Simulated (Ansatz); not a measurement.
Input of the run:

```
crystal:
  lattice:
    - [3.8370962924, 0.0, 0.0]
    - [0.0, 3.8370962924, 0.0]
    - [0.0, 0.0, 30.6334027116]
  atoms:
    - { symbol: Sn, position: [0.5, 0.0, 0.4621866794] }
    - { symbol: O, position: [0.0, 0.0, 0.5] }
    - { symbol: O, position: [0.5, 0.5, 0.5] }
    - { symbol: Sn, position: [0.0, 0.5, 0.5378133206] }
  periodic: [true, true, false]
basis:
  ecutwfc: 420
kpoints:
  mp_grid: { grid: [6, 6, 1] }
hamiltonian:
  xc: pbe
  dispersion: d3bj
scf:
  occupations: { method: gaussian, width: 0.02 }
output:
  forces: true
  stress: true
  eigenvalues: true
  write_density: true
  write_potential: true
  elf: true
  volumetric_format: npy
relax:
  adjacent_minimum: "off"
  f_tol: 0.005
  max_steps: 80
  cell: { stress_2d_tol: 0.02 }
```

Command:
```bash
ansatz run input.yaml --threads 2 --pin off --max-ram 5120MiB --backend cpu --events-out ev --progress --plain --runs-dir out
```

What does the potential across the slab give for the band edges against vacuum?

From the vacuum level at the right face the ionisation potential is 5.40 eV and the electron affinity 2.29 eV; the left face gives the same. The slab's gap, their difference before rounding, is 3.11 eV. The two vacuum levels agree, so the slab has no net dipole along its normal. The outermost atoms are 2.4 Å apart, which leaves 28.3 Å of vacuum in a cell 30.6 Å high.

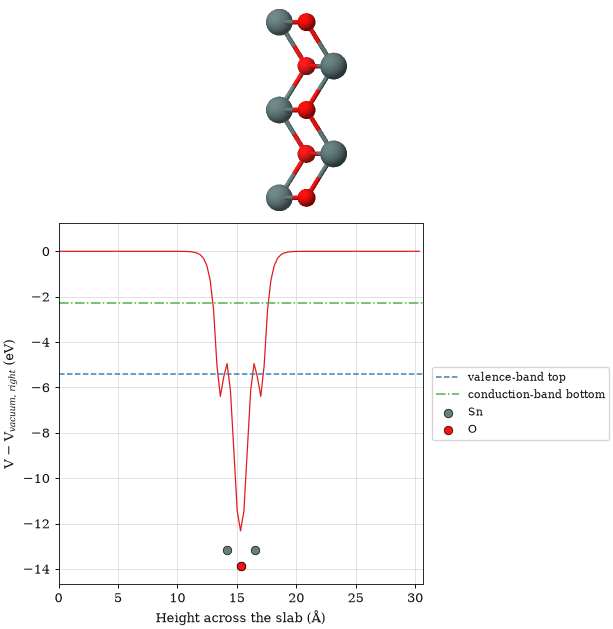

Plane-averaged electrostatic potential energy of an electron across the slab; circles at the bottom mark the heights of the atoms (positions after relaxation). The structure is drawn too.
